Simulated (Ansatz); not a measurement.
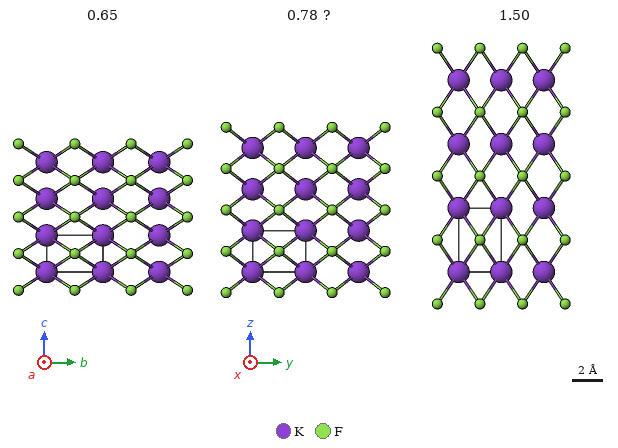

Solid KF (Pm-3m): the ratio of the cell's length along z to its lengths across, counted as 1 for the reference, is changed at fixed volume (a tetragonal or Bain path), with the atoms kept at their fractional coordinates. x, y and z are the Cartesian axes of the input. A ball-and-stick model of the cell of the calculation, repeated 2 × 2 × 3 with one cell outlined, seen along the a axis.

Theory: DFT PBE, scalar-relativistic, plane waves, PAW (Ansatz). Set-up: plane-wave cutoff 420 eV; k-point mesh 8 × 8 × 8; occupations gaussian; smearing width 0.05 eV; no spin polarisation. Energies (free energies at the smearing named) are counted from the cell as listed in its source, which wasn't relaxed.

```
axial ratio over its reference value  ΔE (meV/atom)
                               0.650            715
                               0.707            427
                               0.780              ?
                               0.850             84
                               0.920             21
                               0.960              5
                               1.000              0
                               1.050              7
                               1.100             28
                               1.200            105
                               1.300            223
                               1.414            402
                               1.500            567
```

Fill in the missing row.

Answer. A straight line between the two neighbours gives 252 meV/atom. A cubic through the four nearest rows (0.650, 0.707, 0.850, 0.920) gives, with Lagrange weights, (−0.2324)(715) + (0.7338)(427) + (0.6636)(84) + (−0.1650)(21) = 199 meV/atom. The calculation gives 204 meV/atom, so the cubic is 5 meV/atom too low and the straight line 48 meV/atom too high, as the curve bends upwards here.

The whole profile:

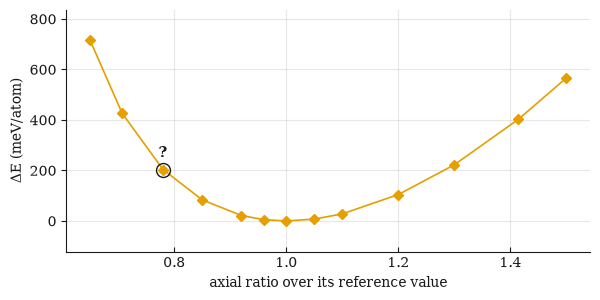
